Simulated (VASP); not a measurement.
# Geometry relaxation, with input and output: Si$_{53}$C (part 1 of 7)

- system: Si$_{53}$C (defect cell, 54 atoms in the cell)
- method: Kohn-Sham DFT of a periodic cell, PBE, VASP PAW PBE potentials, recommended, no spin polarisation (VASP 6.6.1)

The structure derives from an entry of the Crystallography Open Database.

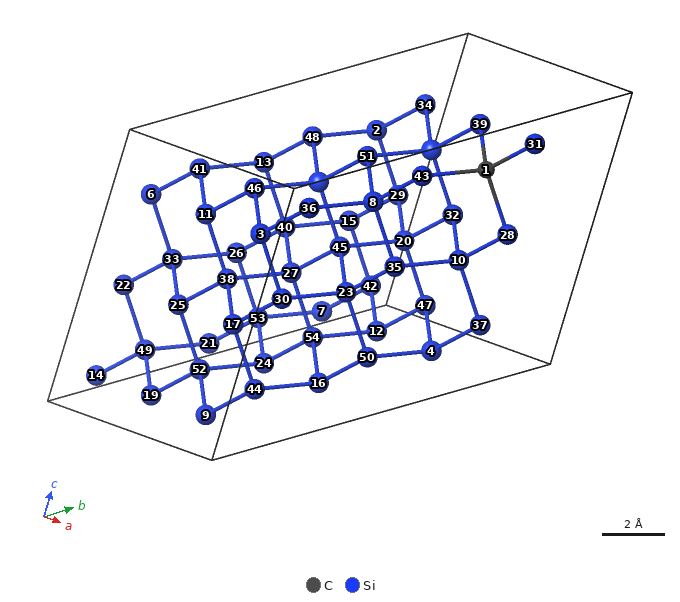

The starting structure (ball-and-stick view of the cell of the calculation, seen slightly off an axis; atoms are numbered from 1 in the order of the input). An atom can appear more than once, as a periodic image. Near neighbours in the periodic cell (some may lie outside the picture): C has 4 Si at 2.37 Å; Si has 4 Si at 2.37 Å; Si has 1 C at 2.37 Å and 3 Si at 2.37 Å.

**Key numbers**

```tsv
quantity	value
outcome	converged
electrons treated	216
free energy	−294.3100 eV
gap on the k-point mesh	0.34 eV
pressure	−2.00 GPa
final volume	1103.90 Å³
largest force (length of the vector) at the end	0.018 eV/Å
hardware	1 × NVIDIA H100 80GB, 1 thread of AMD EPYC (Zen 3), 1656 GiB of memory available, shared host
wall time	15 min
peak memory	1.5 GiB
```

**INCAR**
```
SYSTEM = Si53C
ALGO = Normal ; EDIFF = 1E-6
EDIFFG = -0.025 ; ENCUT = 450
GGA = PE ; IBRION = 2
ICORELEVEL = 1 ; ISIF = 2
ISMEAR = 0 ; LASPH = .True.
LCHARG = .False. ; LREAL = Auto
LUSENCCL = .False. ; LWAVE = .False.
NELM = 80 ; NSW = 70
PREC = Normal ; SIGMA = 0.01
```

**KPOINTS**
```
k-points
0
Gamma
  2 2 2
  0 0 0
```

**POSCAR**
```
Si53C
1.0
   -8.2028910000      8.2028910000      0.0000000000
   -8.2028910000      0.0000000000      8.2028910000
    0.0000000000      8.2028910000      8.2028910000
C Si
1 53
Direct
    0.7500000000      0.7500000000      0.7500000000
    0.0833333300      0.7500000000      0.7500000000
    0.7500000000      0.0833333300      0.7500000000
    0.7500000000      0.7500000000      0.0833333300
    0.4166666700      0.7500000000      0.7500000000
    0.0833333300      0.0833333300      0.7500000000
    0.0833333300      0.7500000000      0.0833333300
    0.7500000000      0.4166666700      0.7500000000
    0.7500000000      0.0833333300      0.0833333300
    0.7500000000      0.7500000000      0.4166666700
    0.4166666700      0.0833333300      0.7500000000
    0.4166666700      0.7500000000      0.0833333300
    0.0833333300      0.4166666700      0.7500000000
    0.0833333300      0.0833333300      0.0833333300
    0.0833333300      0.7500000000      0.4166666700
    0.7500000000      0.4166666700      0.0833333300
    0.7500000000      0.0833333300      0.4166666700
    0.4166666700      0.4166666700      0.7500000000
    0.4166666700      0.0833333300      0.0833333300
    0.4166666700      0.7500000000      0.4166666700
    0.0833333300      0.4166666700      0.0833333300
    0.0833333300      0.0833333300      0.4166666700
    0.7500000000      0.4166666700      0.4166666700
    0.4166666700      0.4166666700      0.0833333300
    0.4166666700      0.0833333300      0.4166666700
    0.0833333300      0.4166666700      0.4166666700
    0.4166666700      0.4166666700      0.4166666700
    0.8333333300      0.8333333300      0.5000000000
    0.1666666700      0.8333333300      0.5000000000
    0.8333333300      0.1666666700      0.5000000000
    0.8333333300      0.8333333300      0.8333333300
    0.5000000000      0.8333333300      0.5000000000
    0.1666666700      0.1666666700      0.5000000000
    0.1666666700      0.8333333300      0.8333333300
    0.8333333300      0.5000000000      0.5000000000
    0.8333333300      0.1666666700      0.8333333300
    0.8333333300      0.8333333300      0.1666666700
    0.5000000000      0.1666666700      0.5000000000
    0.5000000000      0.8333333300      0.8333333300
    0.1666666700      0.5000000000      0.5000000000
    0.1666666700      0.1666666700      0.8333333300
    0.1666666700      0.8333333300      0.1666666700
    0.8333333300      0.5000000000      0.8333333300
    0.8333333300      0.1666666700      0.1666666700
    0.5000000000      0.5000000000      0.5000000000
    0.5000000000      0.1666666700      0.8333333300
    0.5000000000      0.8333333300      0.1666666700
    0.1666666700      0.5000000000      0.8333333300
    0.1666666700      0.1666666700      0.1666666700
    0.8333333300      0.5000000000      0.1666666700
    0.5000000000      0.5000000000      0.8333333300
    0.5000000000      0.1666666700      0.1666666700
    0.1666666700      0.5000000000      0.1666666700
    0.5000000000      0.5000000000      0.1666666700
```

Command:
```bash
cat potpaw_PBE.64/C/POTCAR potpaw_PBE.64/Si/POTCAR > POTCAR
mpirun -np 1 vasp_std > vasp.out
```

**OSZICAR**
```
N       E                     dE             d eps       ncg     rms          rms(c)
DAV:   1     0.539733998209E+03    0.53973E+03   -0.76030E+04   816   0.117E+03
DAV:   2    -0.239104877420E+03   -0.77884E+03   -0.74488E+03   984   0.180E+02
DAV:   3    -0.295891750960E+03   -0.56787E+02   -0.55912E+02  1008   0.435E+01
DAV:   4    -0.297551025053E+03   -0.16593E+01   -0.16493E+01  1008   0.880E+00
DAV:   5    -0.297601651293E+03   -0.50626E-01   -0.50505E-01  1016   0.148E+00    0.247E+01
DAV:   6    -0.294052505778E+03    0.35491E+01   -0.54341E+00  1240   0.401E+00    0.152E+01
DAV:   7    -0.292652329304E+03    0.14002E+01   -0.35660E+00  1064   0.395E+00    0.340E+00
DAV:   8    -0.292626867500E+03    0.25462E-01   -0.72602E-01  1008   0.174E+00    0.719E-01
DAV:   9    -0.292646228804E+03   -0.19361E-01   -0.24077E-01  1160   0.804E-01    0.630E-01
DAV:  10    -0.292647251683E+03   -0.10229E-02   -0.47230E-02  1048   0.386E-01    0.302E-01
DAV:  11    -0.292650003533E+03   -0.27519E-02   -0.68721E-03   928   0.182E-01    0.157E-01
DAV:  12    -0.292650051832E+03   -0.48299E-04   -0.22460E-03  1368   0.904E-02    0.414E-02
DAV:  13    -0.292650175899E+03   -0.12407E-03   -0.78787E-04   952   0.512E-02    0.487E-02
DAV:  14    -0.292650157296E+03    0.18603E-04   -0.28211E-05   968   0.105E-02    0.300E-02
DAV:  15    -0.292650142435E+03    0.14861E-04   -0.48428E-05  1072   0.966E-03    0.113E-02
DAV:  16    -0.292650142240E+03    0.19539E-06   -0.90129E-06   952   0.492E-03
   1 F= -.29265014E+03 E0= -.29265014E+03  d E =-.292650E+03
       N       E                     dE             d eps       ncg     rms          rms(c)
DAV:   1    -0.293404943038E+03   -0.75480E+00   -0.97440E+00   848   0.620E+00    0.124E+00
DAV:   2    -0.293509843541E+03   -0.10490E+00   -0.11626E+00  1056   0.206E+00    0.992E-01
DAV:   3    -0.293492279667E+03    0.17564E-01   -0.44021E-02  1080   0.494E-01    0.671E-01
DAV:   4    -0.293489481725E+03    0.27979E-02   -0.73699E-02   960   0.439E-01    0.278E-01
DAV:   5    -0.293488499731E+03    0.98199E-03   -0.96289E-03  1120   0.206E-01    0.175E-01
DAV:   6    -0.293488842517E+03   -0.34279E-03   -0.38351E-03  1072   0.117E-01    0.529E-02
DAV:   7    -0.293488796261E+03    0.46256E-04   -0.54377E-04  1048   0.501E-02    0.406E-02
DAV:   8    -0.293488809054E+03   -0.12793E-04   -0.20495E-04   968   0.237E-02    0.302E-02
DAV:   9    -0.293488806224E+03    0.28297E-05   -0.21240E-05  1072   0.991E-03    0.106E-02
DAV:  10    -0.293488807973E+03   -0.17490E-05   -0.23156E-05  1112   0.773E-03    0.495E-03
DAV:  11    -0.293488807598E+03    0.37502E-06   -0.20132E-06   752   0.253E-03
   2 F= -.29348881E+03 E0= -.29348881E+03  d E =-.838665E+00
       N       E                     dE             d eps       ncg     rms          rms(c)
DAV:   1    -0.293867576298E+03   -0.37877E+00   -0.23483E+01   864   0.999E+00    0.213E+00
DAV:   2    -0.294184049418E+03   -0.31647E+00   -0.34195E+00  1072   0.339E+00    0.179E+00
DAV:   3    -0.294128158773E+03    0.55891E-01   -0.10909E-01  1120   0.784E-01    0.124E+00
DAV:   4    -0.294114637912E+03    0.13521E-01   -0.32459E-01  1016   0.914E-01    0.466E-01
DAV:   5    -0.294111101137E+03    0.35368E-02   -0.40859E-02  1024   0.415E-01    0.373E-01
DAV:   6    -0.294111254445E+03   -0.15331E-03   -0.22826E-02  1168   0.227E-01    0.127E-01
DAV:   7    -0.294111425790E+03   -0.17135E-03   -0.23052E-03   976   0.909E-02    0.423E-02
DAV:   8    -0.294111434328E+03   -0.85375E-05   -0.23280E-04   960   0.314E-02    0.311E-02
DAV:   9    -0.294111443385E+03   -0.90574E-05   -0.50346E-05  1120   0.139E-02    0.153E-02
DAV:  10    -0.294111440157E+03    0.32279E-05   -0.99057E-06  1128   0.658E-03    0.667E-03
DAV:  11    -0.294111441127E+03   -0.96996E-06   -0.26855E-05  1128   0.806E-03    0.540E-03
DAV:  12    -0.294111440204E+03    0.92315E-06   -0.58870E-06  1016   0.422E-03
   3 F= -.29411144E+03 E0= -.29411144E+03  d E =-.146130E+01
       N       E                     dE             d eps       ncg     rms          rms(c)
DAV:   1    -0.294111593870E+03   -0.15274E-03   -0.17372E-01   856   0.850E-01    0.161E-01
DAV:   2    -0.294114188194E+03   -0.25943E-02   -0.27493E-02  1032   0.303E-01    0.169E-01
DAV:   3    -0.294113789221E+03    0.39897E-03   -0.66948E-04  1064   0.628E-02    0.129E-01
DAV:   4    -0.294113626103E+03    0.16312E-03   -0.48926E-03  1144   0.116E-01    0.626E-02
DAV:   5    -0.294113582454E+03    0.43648E-04   -0.84758E-04   936   0.536E-02    0.575E-02
DAV:   6    -0.294113553840E+03    0.28615E-04   -0.17363E-04  1072   0.186E-02    0.356E-02
DAV:   7    -0.294113525428E+03    0.28411E-04   -0.89567E-05  1176   0.172E-02    0.108E-02
DAV:   8    -0.294113524977E+03    0.45146E-06   -0.69088E-05  1120   0.145E-02    0.806E-03
DAV:   9    -0.294113524989E+03   -0.11956E-07   -0.56750E-06   880   0.449E-03
   4 F= -.29411352E+03 E0= -.29411352E+03  d E =-.146338E+01
       N       E                     dE             d eps       ncg     rms          rms(c)
DAV:   1    -0.294245698659E+03   -0.13217E+00   -0.56176E+00   832   0.506E+00    0.116E+00
DAV:   2    -0.294292528728E+03   -0.46830E-01   -0.54212E-01  1032   0.157E+00    0.590E-01
DAV:   3    -0.294285759044E+03    0.67697E-02   -0.19779E-02  1072   0.382E-01    0.336E-01
DAV:   4    -0.294286023900E+03   -0.26486E-03   -0.23486E-02   984   0.275E-01    0.171E-01
DAV:   5    -0.294285484127E+03    0.53977E-03   -0.24542E-03  1208   0.119E-01    0.104E-01
DAV:   6    -0.294285642881E+03   -0.15875E-03   -0.18950E-03  1024   0.737E-02    0.408E-02
DAV:   7    -0.294285597848E+03    0.45033E-04   -0.19556E-04  1008   0.308E-02    0.284E-02
DAV:   8    -0.294285601136E+03   -0.32881E-05   -0.17989E-04  1008   0.206E-02    0.158E-02
DAV:   9    -0.294285599495E+03    0.16414E-05   -0.20608E-05  1016   0.830E-03    0.777E-03
DAV:  10    -0.294285600407E+03   -0.91178E-06   -0.60909E-06   888   0.478E-03
   5 F= -.29428560E+03 E0= -.29428560E+03  d E =-.172075E+00
       N       E                     dE             d eps       ncg     rms          rms(c)
DAV:   1    -0.294285969719E+03   -0.37022E-03   -0.14952E-02   856   0.261E-01    0.606E-02
DAV:   2    -0.294286091905E+03   -0.12219E-03   -0.14207E-03  1016   0.810E-02    0.303E-02
DAV:   3    -0.294286073380E+03    0.18525E-04   -0.53658E-05  1072   0.201E-02    0.167E-02
DAV:   4    -0.294286073995E+03   -0.61529E-06   -0.64356E-05   976   0.144E-02    0.889E-03
DAV:   5    -0.294286072455E+03    0.15400E-05   -0.63192E-06  1008   0.609E-03    0.544E-03
DAV:   6    -0.294286072837E+03   -0.38179E-06   -0.57442E-06   920   0.414E-03
   6 F= -.29428607E+03 E0= -.29428607E+03  d E =-.172548E+00
       N       E                     dE             d eps       ncg     rms          rms(c)
DAV:   1    -0.294303584172E+03   -0.17512E-01   -0.58047E-01   864   0.159E+00    0.408E-01
DAV:   2    -0.294308363415E+03   -0.47792E-02   -0.52643E-02  1008   0.505E-01    0.182E-01
DAV:   3    -0.294307564093E+03    0.79932E-03   -0.25358E-03  1144   0.128E-01    0.923E-02
DAV:   4    -0.294307624387E+03   -0.60295E-04   -0.18027E-03   984   0.807E-02    0.511E-02
DAV:   5    -0.294307608584E+03    0.15803E-04   -0.17067E-04  1224   0.299E-02    0.280E-02
DAV:   6    -0.294307617486E+03   -0.89016E-05   -0.51920E-05   960   0.152E-02    0.897E-03
DAV:   7    -0.294307616337E+03    0.11493E-05   -0.87875E-06   960   0.647E-03    0.755E-03
DAV:   8    -0.294307616125E+03    0.21181E-06   -0.17806E-06   624   0.300E-03
   7 F= -.29430762E+03 E0= -.29430762E+03  d E =-.215433E-01
       N       E                     dE             d eps       ncg     rms          rms(c)
DAV:   1    -0.294308195045E+03   -0.57871E-03   -0.32027E-02   864   0.374E-01    0.958E-02
DAV:   2    -0.294308459372E+03   -0.26433E-03   -0.29164E-03  1008   0.119E-01    0.427E-02
DAV:   3    -0.294308415658E+03    0.43713E-04   -0.14038E-04  1136   0.302E-02    0.214E-02
DAV:   4    -0.294308419400E+03   -0.37416E-05   -0.99173E-05   984   0.189E-02    0.119E-02
DAV:   5    -0.294308418428E+03    0.97235E-06   -0.90759E-06  1096   0.698E-03
   8 F= -.29430842E+03 E0= -.29430842E+03  d E =-.223456E-01
       N       E                     dE             d eps       ncg     rms          rms(c)
DAV:   1    -0.294308425092E+03   -0.56924E-05   -0.46369E-03   896   0.143E-01    0.383E-02
DAV:   2    -0.294308464158E+03   -0.39065E-04   -0.42201E-04  1016   0.450E-02    0.163E-02
DAV:   3    -0.294308458377E+03    0.57812E-05   -0.20867E-05  1152   0.116E-02    0.797E-03
DAV:   4    -0.294308459150E+03   -0.77373E-06   -0.13214E-05   944   0.696E-03    0.465E-03
DAV:   5    -0.294308458981E+03    0.16930E-06   -0.90318E-07   616   0.250E-03
   9 F= -.29430846E+03 E0= -.29430846E+03  d E =-.223861E-01
       N       E                     dE             d eps       ncg     rms          rms(c)
DAV:   1    -0.294308471992E+03   -0.12842E-04   -0.64458E-04   896   0.531E-02    0.129E-02
DAV:   2    -0.294308477091E+03   -0.50989E-05   -0.56978E-05  1008   0.167E-02    0.597E-03
DAV:   3    -0.294308476135E+03    0.95612E-06   -0.22577E-06   768   0.412E-03
  10 F= -.29430848E+03 E0= -.29430848E+03  d E =-.224033E-01
       N       E                     dE             d eps       ncg     rms          rms(c)
DAV:   1    -0.294309796248E+03   -0.13192E-02   -0.40367E-02   864   0.428E-01    0.105E-01
DAV:   2    -0.294310067569E+03   -0.27132E-03   -0.36144E-03  1016   0.133E-01    0.473E-02
DAV:   3    -0.294310024113E+03    0.43456E-04   -0.17819E-04  1040   0.324E-02    0.257E-02
DAV:   4    -0.294310020164E+03    0.39489E-05   -0.12682E-04   976   0.205E-02    0.126E-02
DAV:   5    -0.294310017138E+03    0.30264E-05   -0.11568E-05  1136   0.845E-03    0.806E-03
DAV:   6    -0.294310017409E+03   -0.27129E-06   -0.10432E-05  1056   0.604E-03    0.341E-03
DAV:   7    -0.294310017177E+03    0.23160E-06   -0.13791E-06   664   0.278E-03
  11 F= -.29431002E+03 E0= -.29431002E+03  d E =-.154104E-02
```

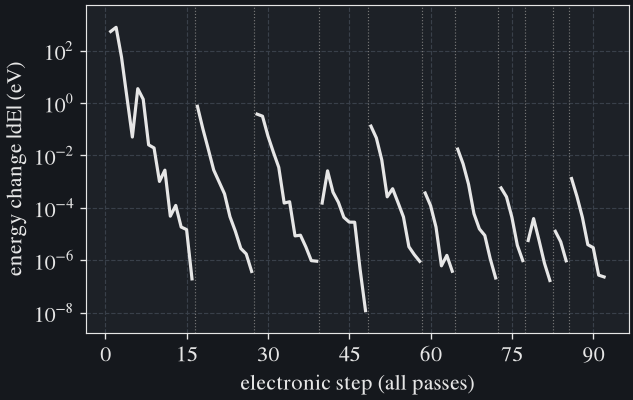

Convergence of the self-consistent field: energy change |dE| against the electronic step. Each stretch between dotted lines is the SCF of one geometry step of a relaxation. The 11 ionic steps take 3 to 16 electronic steps each. The density is held fixed in the first few steps, and dE rises again when its update begins.

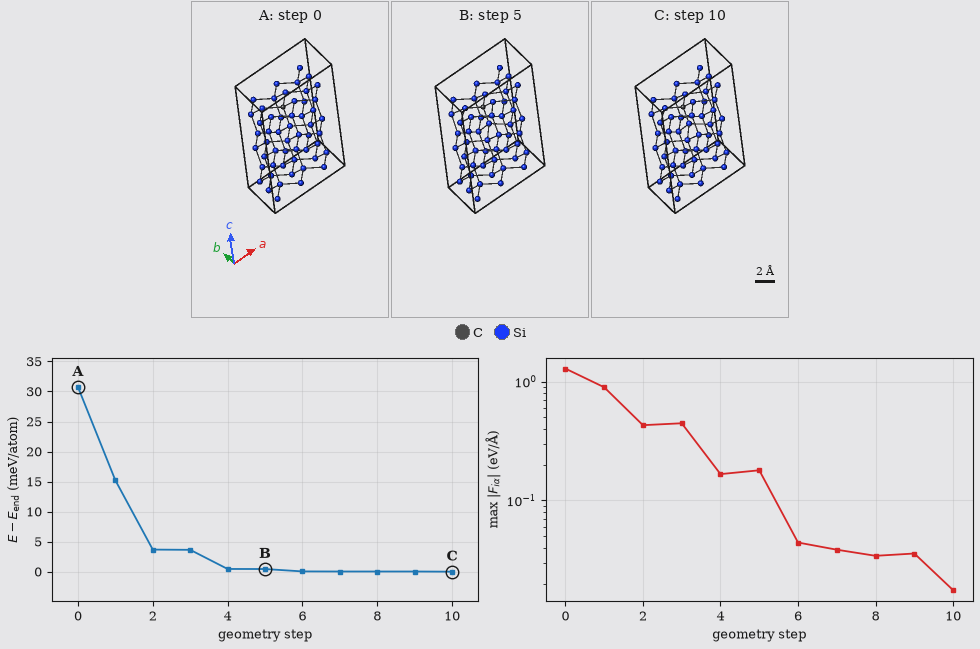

Frames of the relaxation (ball-and-stick view of the cell of the calculation (origin shifted), seen slightly off an axis) above the curves, on which the letters mark them (steps are counted from 0).

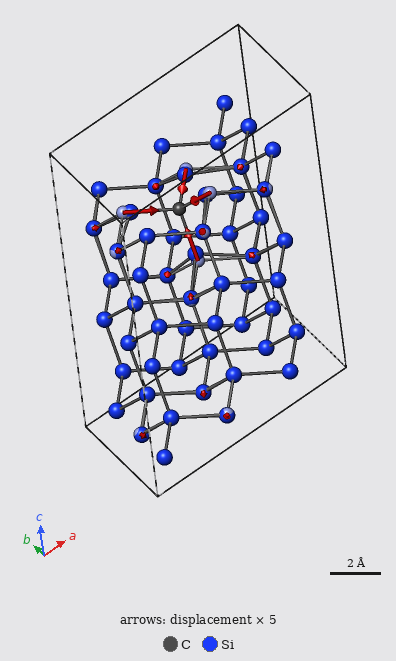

Start (faint) and end (solid) with the displacements as red arrows, magnified 5 times (ball-and-stick view of the cell of the calculation (origin shifted), seen slightly off an axis). The largest moves, 0.31 Å, are those of Si28, Si31, Si39 and Si43. C stays in place. The cell stays as it was. Distances before and after: C1–Si28 2.368 → 2.059 Å, Si10–Si28 2.368 → 2.434 Å, Si10–Si37 2.368 → 2.424 Å. Among the angles that change: Si28–Si17–Si44 109.5° → 116.2°, Si10–Si28–Si15 109.5° → 103.0°, C1–Si28–Si10 109.5° → 115.4°. After 10 geometry steps the energy has fallen by 30.7 meV per atom. The largest force component goes from 1.3 to 0.018 eV/Å. (Atoms are counted from 1 in the order of the input.)

**Parts of OUTCAR**
```
SYSTEM = Si53C
   EDIFF = 1E-6
   EDIFFG = -0.025
   ENCUT = 450
   GGA = PE
   IBRION = 2
   ISIF = 2
   ISMEAR = 0
   LASPH = .True.
   LREAL = Auto
   NELM = 80
   NSW = 70
   PREC = Normal

 ion  position               nearest neighbor table
   1  0.750  0.750  0.750-  31 2.37  28 2.37  39 2.37  43 2.37
   2  0.083  0.750  0.750-  29 2.37  31 2.37  34 2.37  48 2.37
   3  0.750  0.083  0.750-  30 2.37  31 2.37  36 2.37  46 2.37
   4  0.750  0.750  0.083-  31 2.37  37 2.37  47 2.37  50 2.37
   5  0.417  0.750  0.750-  39 2.37  34 2.37  32 2.37  51 2.37
   6  0.083  0.083  0.750-  34 2.37  36 2.37  33 2.37  41 2.37
   7  0.083  0.750  0.083-  34 2.37  37 2.37  53 2.37  42 2.37
   8  0.750  0.417  0.750-  43 2.37  36 2.37  35 2.37  51 2.37
   9  0.750  0.083  0.083-  36 2.37  37 2.37  52 2.37  44 2.37
  10  0.750  0.750  0.417-  28 2.37  32 2.37  35 2.37  37 2.37
  11  0.417  0.083  0.750-  38 2.37  39 2.37  41 2.37  46 2.37
  12  0.417  0.750  0.083-  39 2.37  42 2.37  47 2.37  54 2.37
  13  0.083  0.417  0.750-  40 2.37  41 2.37  43 2.37  48 2.37
  14  0.083  0.083  0.083-  41 2.37  42 2.37  44 2.37  49 2.37
  15  0.083  0.750  0.417-  28 2.37  29 2.37  40 2.37  42 2.37
  16  0.750  0.417  0.083-  43 2.37  44 2.37  50 2.37  54 2.37
  17  0.750  0.083  0.417-  28 2.37  30 2.37  38 2.37  44 2.37
  18  0.417  0.417  0.750-  51 2.37  46 2.37  48 2.37  45 2.37
  19  0.417  0.083  0.083-  46 2.37  47 2.37  49 2.37  52 2.37
  20  0.417  0.750  0.417-  32 2.37  29 2.37  45 2.37  47 2.37
  21  0.083  0.417  0.083-  48 2.37  50 2.37  49 2.37  53 2.37
  22  0.083  0.083  0.417-  29 2.37  30 2.37  49 2.37  33 2.37
  23  0.750  0.417  0.417-  35 2.37  30 2.37  45 2.37  50 2.37
  24  0.417  0.417  0.083-  51 2.37  52 2.37  53 2.37  54 2.37
  25  0.417  0.083  0.417-  32 2.37  33 2.37  38 2.37  52 2.37
  26  0.083  0.417  0.417-  33 2.37  35 2.37  40 2.37  53 2.37
  27  0.417  0.417  0.417-  45 2.37  40 2.37  38 2.37  54 2.37
  28  0.833  0.833  0.500-  10 2.37   1 2.37  15 2.37  17 2.37
  29  0.167  0.833  0.500-   2 2.37  15 2.37  20 2.37  22 2.37
  30  0.833  0.167  0.500-   3 2.37  17 2.37  22 2.37  23 2.37
  31  0.833  0.833  0.833-   1 2.37   2 2.37   3 2.37   4 2.37
  32  0.500  0.833  0.500-  20 2.37  10 2.37   5 2.37  25 2.37
  33  0.167  0.167  0.500-  25 2.37  26 2.37   6 2.37  22 2.37
  34  0.167  0.833  0.833-   2 2.37   5 2.37   6 2.37   7 2.37
  35  0.833  0.500  0.500-  23 2.37  10 2.37   8 2.37  26 2.37
  36  0.833  0.167  0.833-   3 2.37   6 2.37   8 2.37   9 2.37
  37  0.833  0.833  0.167-   4 2.37   7 2.37   9 2.37  10 2.37
  38  0.500  0.167  0.500-  11 2.37  17 2.37  25 2.37  27 2.37
  39  0.500  0.833  0.833-   5 2.37   1 2.37  11 2.37  12 2.37
  40  0.167  0.500  0.500-  13 2.37  15 2.37  26 2.37  27 2.37
  41  0.167  0.167  0.833-  11 2.37  13 2.37  14 2.37   6 2.37
  42  0.167  0.833  0.167-  12 2.37  15 2.37  14 2.37   7 2.37
  43  0.833  0.500  0.833-   8 2.37   1 2.37  13 2.37  16 2.37
  44  0.833  0.167  0.167-  16 2.37  17 2.37  14 2.37   9 2.37
  45  0.500  0.500  0.500-  27 2.37  20 2.37  23 2.37  18 2.37
  46  0.500  0.167  0.833-   3 2.37  11 2.37  18 2.37  19 2.37
  47  0.500  0.833  0.167-   4 2.37  12 2.37  19 2.37  20 2.37
  48  0.167  0.500  0.833-   2 2.37  13 2.37  18 2.37  21 2.37
  49  0.167  0.167  0.167-  19 2.37  21 2.37  22 2.37  14 2.37
```
